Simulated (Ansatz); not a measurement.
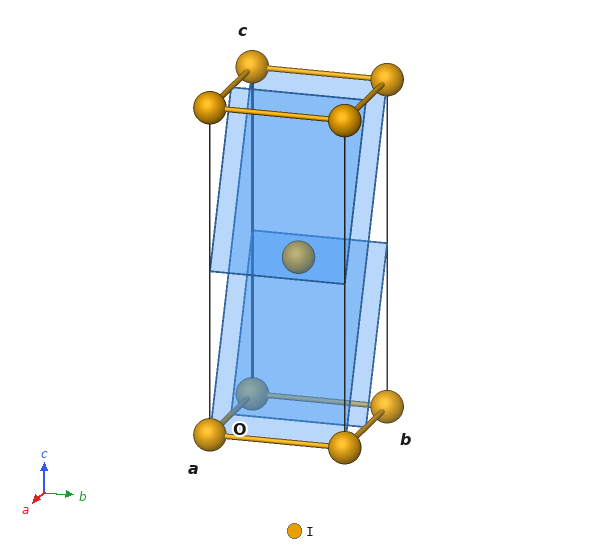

For I, the geometry relaxed with DFT r2SCAN, scalar-relativistic, plane waves, PAW in Ansatz 0.2.0: every member of one family of equally spaced planes, hx + ky + lz = a whole number, that cuts the unit cell is shaded (one member passes through the origin O, touching the cell only at an edge or corner). All values are computed from the atomic coordinates in the standard setting (tolerance 0.002 Å).

a = 3.228 Å, b = 3.228 Å, c = 7.841 Å, α = 90.00°, β = 90.00°, γ = 90.00°.

Q: What are the Miller indices?

A: (2 0 2); the opposite sign names the same planes. The member next to the origin meets the axes a at 1/2, b never, c at 1/2.

Q: What is the spacing?

A: d = 1.493 Å.

Q: Which atoms of the cell lie in these planes (within 0.03 Å)?

A: all 2 I.

Q: The space group is I4/mmm (No. 139). How many reflections hkl are equivalent to this one (itself included), and does it occur?

A: 8 reflections are equivalent in the Laue class 4/mmm. The space group allows the reflection.
